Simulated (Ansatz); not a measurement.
# SnO: what the electrons do

Space group Cmce. The cell comes from a database of computed structures, not from a measurement.

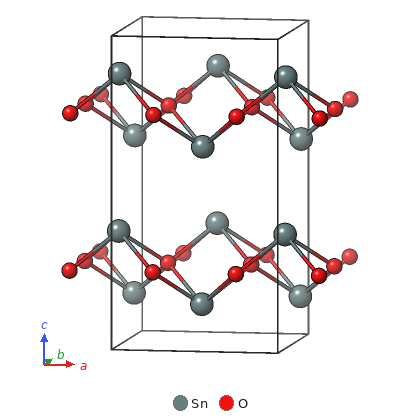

The conventional cell.

The calculation's input:

```
crystal:
  lattice:
    - [2.736912, -2.737796, 0.0]
    - [2.736912, 2.737796, 0.0]
    - [0.0, 0.0, 10.22196]
  atoms:
    - { symbol: Sn, position: [0.736547, 0.263453, 0.863858] }
    - { symbol: Sn, position: [0.263453, 0.736547, 0.136142] }
    - { symbol: Sn, position: [0.763453, 0.236547, 0.363858] }
    - { symbol: Sn, position: [0.236547, 0.763453, 0.636142] }
    - { symbol: O, position: [0.261944, 0.238056, 0.25] }
    - { symbol: O, position: [0.738056, 0.761944, 0.75] }
    - { symbol: O, position: [0.238056, 0.261944, 0.75] }
    - { symbol: O, position: [0.761944, 0.738056, 0.25] }
basis:
  ecutwfc: 420
  fft_grid_basis: typed
kpoints:
  mp_grid: { grid: [8, 8, 4] }
hamiltonian:
  xc: pbe
scf:
  occupations: { method: gaussian, width: 0.05 }
output:
  forces: true
  stress: true
  eigenvalues: true
  bader: true
  write_density: true
  volumetric_format: npy
  elf: true
```

Launched as:

```sh
ansatz run input.yaml --threads 2 --pin off --max-ram 4096MiB --backend cpu --events-out ev --progress --plain --runs-dir out
```

The picture shows the conventional cell (a = 5.47 Å, b = 5.48 Å, c = 10.22 Å, α = 90.00°, β = 90.00°, γ = 90.00°).

Method: Ansatz, DFT PBE, scalar-relativistic, plane waves, PAW.

Core electrons are frozen (PAW), so the maps are meaningful between the atoms, not at the nuclei.

### 1. Bonding charge

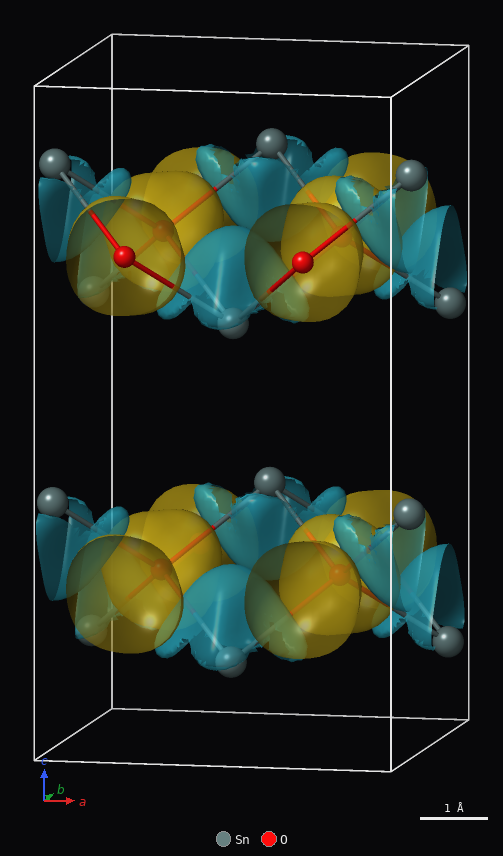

Bonding charge density, ρ(crystal) − Σ ρ(neutral atoms): yellow surfaces at +0.06 and cyan ones at −0.06 e/Å³, in the conventional cell seen slightly off an axis (the regions close to the nuclei are left out). Cores are masked to 0.9 Å (Sn) and 0.6 Å (O).

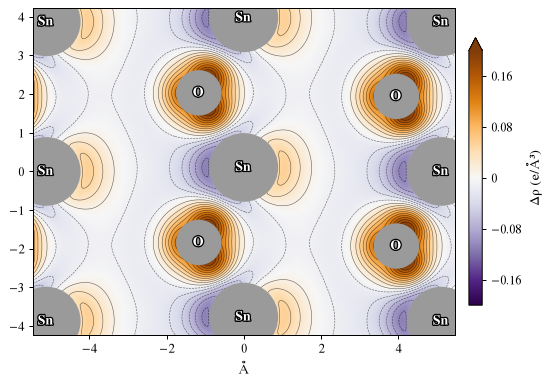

Also shown: a map on the (110) plane of the conventional cell, with grey discs over the atomic cores.

Question: Describe the bonding charge.

Answer: O–Sn (2.25 Å): Δρ is +0.012 e/Å³ at the midpoint, so little or no bond charge builds up halfway.
Over the whole cell, outside the masked cores, the largest gain lies at the edge of the masked core of O, and the largest loss, 0.11 e/Å³, lies 1.1 Å from a tin nucleus.
The rearranged charge, half the integral of |Δρ|, is about 0.28 e an atom.
Bader charges: Sn +1.26 and O −1.26 e.

### 2. One group of states

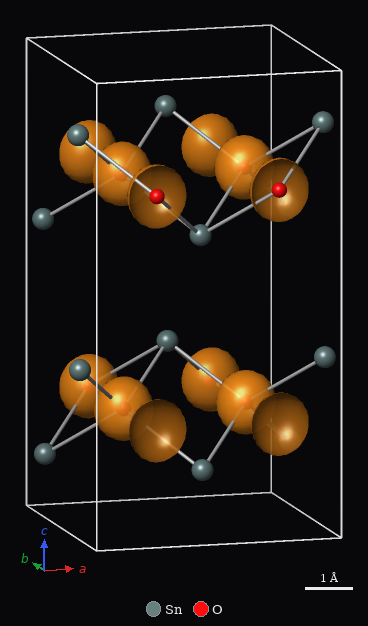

Density of the Kohn–Sham states from −5.7 to −2.9 eV about the valence-band maximum (the middle third of the upper valence band), scaled to one electron a cell: orange surface at 0.04 1/Å³, in the conventional cell seen slightly off an axis.

Question: What is the character of these states?

Answer: Löwdin projections on the PAW files' atomic orbitals give O 2p (75 %) and Sn 5p (20 %).
In space (atomic cells sized by Bader volumes) the density divides as O about 75 % and Sn about 25 %.
Little of the density lies between the atoms' surroundings.

### 3. Holes and electrons

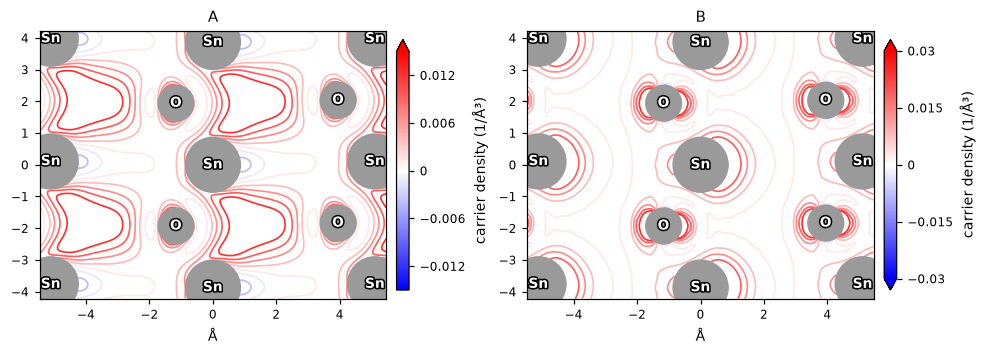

SnO, doped once with holes and once with electrons (0.25 e in the calculation's cell of 8 atoms, uniform background, atoms fixed). Each panel shows the carrier's density (positive where it sits) on the (110) plane of the conventional cell; grey discs cover the cores. Cores are masked to 0.9 Å (Sn) and 0.6 Å (O).

Question: Tell the hole from the electron.

Answer: A is the electron: outside the cores it is densest 2.3 Å from a tin nucleus and 2.6 Å from an oxygen one; it divides as Sn about 80 % and O about 20 %. B is the hole: outside the cores it is densest at the edge of the masked core of O; it divides as Sn about 70 % and O about 30 %. Shares are sums over atomic cells sized by the Bader volumes, which fill 65 % (Sn) and 35 % (O) of the cell, so only an excess over these marks a preference; they are shares of the net change, screening included, and the band-edge orbitals themselves can be more concentrated.

### 4. Change of volume

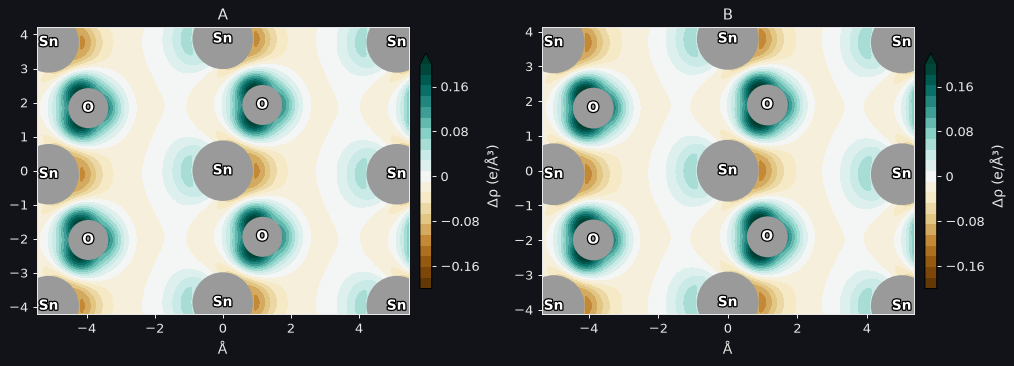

SnO: deformation density on the (110) plane of the conventional cell at two volumes, with the same fractional coordinates and one colour scale. Grey discs cover the cores. Panel B has 94 % of the volume of panel A.

Question: What changes between the database cell and the scaled one?

Answer: The pressure is −0.4 GPa in A and 5.3 GPa in B.
Bader charges in A: Sn +1.26 and O −1.26 e; in B: Sn +1.28 and O −1.28 e.
The rearranged charge is 0.28 e an atom in A and 0.28 e in B.
The scaled cell isn't relaxed: forces reach 0.8 eV/Å.

### 5. Putting it together

Charge passes from Sn (Pauling electronegativity 1.96) to O (3.44), the direction that the scale predicts; the Bader charges fall short of whole formal charges, as they usually do. The electron favours Sn (80 % of it on 65 % of the volume), in line with the bottom of the conduction band, which is mainly Sn 5p. A carrier enters the states at the band edge, and screening then spreads part of it over the cell. The two pressures give a mean stiffness −ΔP/Δln V of about 91 GPa over this range, with the atoms held at their fractional positions.

Run times: 38 s (base cell), 11 s (state densities), 37 s (electron), 36 s (hole) and 38 s (scaled cell), on 2 threads of Arm Neoverse V2, with other jobs on the host.
